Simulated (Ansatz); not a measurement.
W (Fd-3m, No. 227): the end point of a relaxation with Ansatz 0.2.0, DFT PBEsol, scalar-relativistic, plane waves, PAW; the starting structure was generated, so it need not be a known form of this composition.

```yaml
crystal:
  lattice:
    - [5.75582, 0.00000, 0.00000]
    - [0.00000, 5.75582, 0.00000]
    - [0.00000, 0.00000, 5.75582]
  atoms:
    - { symbol: W, position: [0.00000, 0.00000, 0.50000] }
    - { symbol: W, position: [0.25000, 0.75000, 0.25000] }
    - { symbol: W, position: [0.00000, 0.50000, 0.00000] }
    - { symbol: W, position: [0.25000, 0.25000, 0.75000] }
    - { symbol: W, position: [0.50000, 0.00000, 0.00000] }
    - { symbol: W, position: [0.75000, 0.75000, 0.75000] }
    - { symbol: W, position: [0.50000, 0.50000, 0.50000] }
    - { symbol: W, position: [0.75000, 0.25000, 0.25000] }
```

### What will an iDPC-like image along [001] show? Simulated as the projected potential of neutral atoms (B = 0.8 Å²) blurred by a 0.89 Å probe, the thin-sample limit of integrated differential phase contrast. The display is stretched by a gamma of 0.8; percentages refer to the linear signal. Shot noise and the speckle of an amorphous layer were added.

The columns repeat on a square net with a repeat of 2.03 Å (plane group p4mm). All columns are alike (W). The shortest distance between visible columns is 2.03 Å in projection. Along the beam the structure repeats every 5.76 Å.

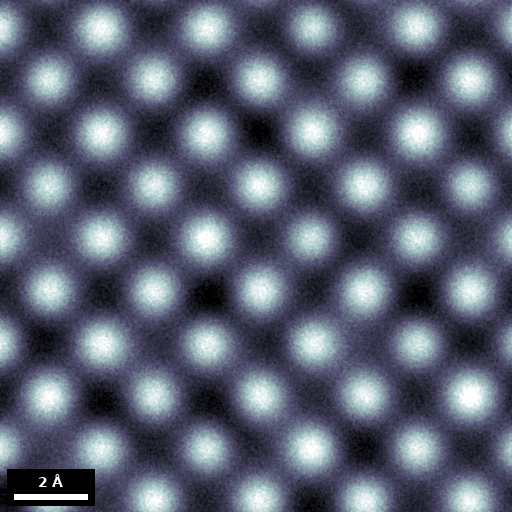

The simulated image.
